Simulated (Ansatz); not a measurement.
## Electronic structure of AlGa$_{2}$N$_{2}$ in real space

```
CELL_PARAMETERS angstrom
4.14069 0.00000 0.00000
0.00000 4.14069 0.00000
0.00000 0.00000 9.28926
ATOMIC_POSITIONS crystal
Al 0.00000 0.00000 0.00000
Al 0.50000 0.50000 0.50000
Ga 0.00000 0.50000 0.25000
Ga 0.50000 0.00000 0.75000
Ga 0.50000 0.00000 0.25000
Ga 0.00000 0.50000 0.75000
N 0.00000 0.00000 0.19795
N 0.50000 0.50000 0.69795
N 0.00000 0.00000 0.80205
N 0.50000 0.50000 0.30205
```

Space group I4/mmm; a structure generated by program, which may or may not match a known phase; computed without spin polarisation.

Method: Ansatz 0.2.0, DFT PBE, scalar-relativistic, plane waves, PAW.

Core electrons are frozen (PAW), and the valence fields are smoothed inside the atomic spheres.

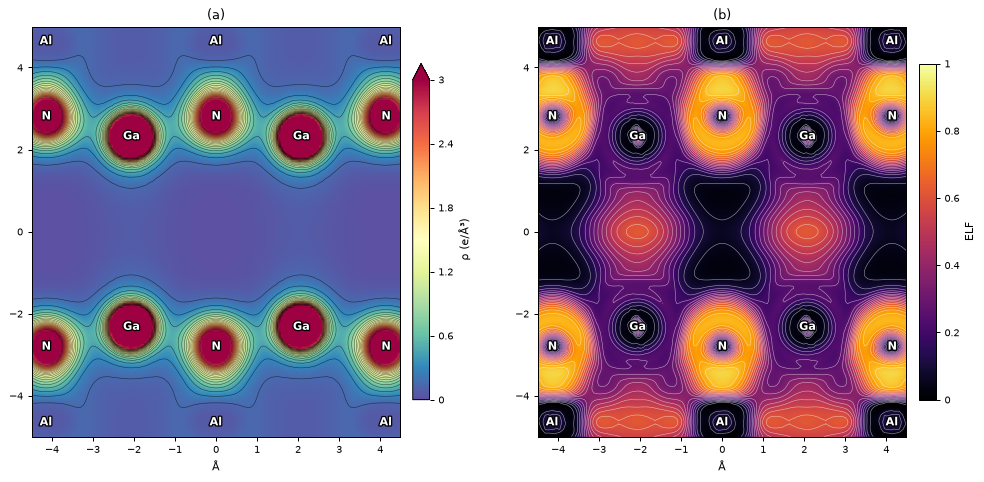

Figure 1. (a) valence charge density (pseudo); (b) electron localisation function on the (010) plane of the conventional cell.

**Read the bonding off the picture.**

The plane passes through Al, Ga and N nuclei.
Al–N (1.84 Å): ρ at the midpoint is about 0.76 e/Å³; the ELF peaks at about 0.90 in the valence shell of N, 0.7 Å from its nucleus, and is about 0.90 at the midpoint.
Ga–N (2.13 Å): ρ is about 0.51 e/Å³ halfway; the ELF peaks at about 0.80 in the valence shell of N, 0.7 Å from its nucleus, and is about 0.35 at the midpoint.
Between the atoms the lowest density in this plane is 0.02 e/Å³.
The features right at Ga lie inside the PAW spheres, where the map follows smoothed inner orbitals and isn't to be read closely.

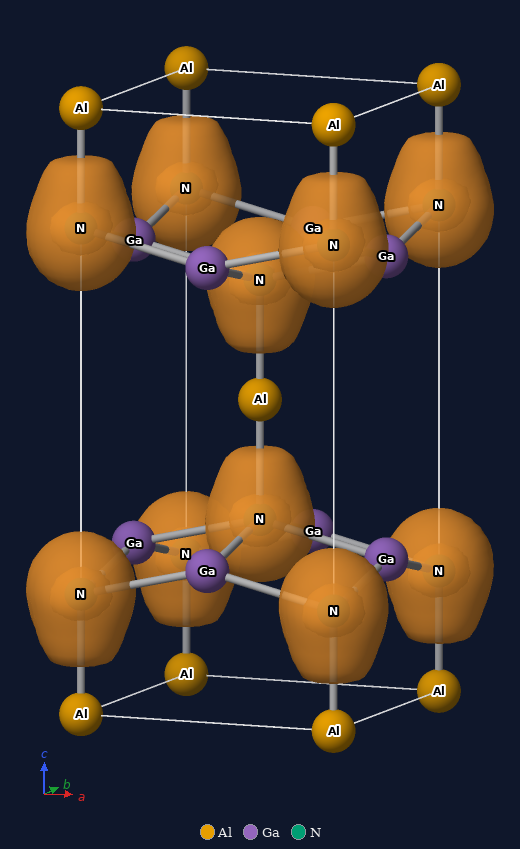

Figure 2. Isosurface of the electron localisation function at 0.7 (orange), seen slightly off an axis. Core shells and regions of very low density are left out. Sticks mark near contacts.

**What do the ELF domains correspond to?**

At this value the surface marks out four regions on N in which the atom's valence shell and bonds are merged, counted in one cell of 10 atoms. Regions shared between cells count once.

**Does the calculation give a band gap?**

It is gapless in this calculation (a metal or semimetal).
